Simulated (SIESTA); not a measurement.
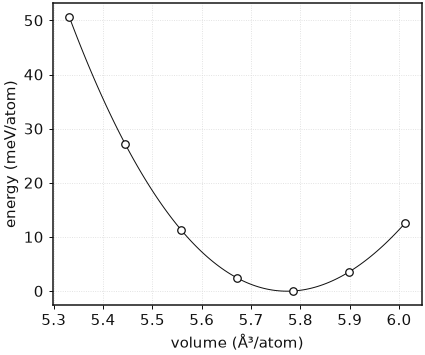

The figure shows the energy against volume for C, space group Fd-3m (No. 227).

Structure:
```yaml
crystal:
  lattice:
    - [0.00000, 1.78337, 1.78337]
    - [1.78337, 0.00000, 1.78337]
    - [1.78337, 1.78337, 0.00000]
  atoms:
    - { symbol: C, position: [0.75000, 0.75000, 0.75000] }
    - { symbol: C, position: [0.50000, 0.50000, 0.50000] }
```

How it was computed, with SIESTA 5.4.2: DFT in numerical atomic orbitals with pseudopotentials, no spin polarisation; energies at scaled volumes of the given cell, shape and fractions fixed, counted from the fit's minimum, third-order Birch-Murnaghan fit. Level: PBE.

k mesh 13×13×13; occupations Fermi–Dirac; smearing width 0.05 eV; potentials SG15 1.2, converted to PSML, two zetas o semicore shells or PseudoDojo by element; program settings basis DZP, mesh cutoff 500 Ry.

**How stiff is the solid, and where is its volume at rest?**

A third-order Birch–Murnaghan fit gives V0 = 5.77 Å³/atom, B0 = 430 GPa and B′ = 3.2.

The computed values:

| volume (Å³/atom) | energy (meV/atom) |
| --- | --- |
| 5.3315 | 50.57 |
| 5.4450 | 27.14 |
| 5.5584 | 11.25 |
| 5.6718 | 2.42 |
| 5.7853 | 0.04 |
| 5.8987 | 3.59 |
| 6.0122 | 12.59 |
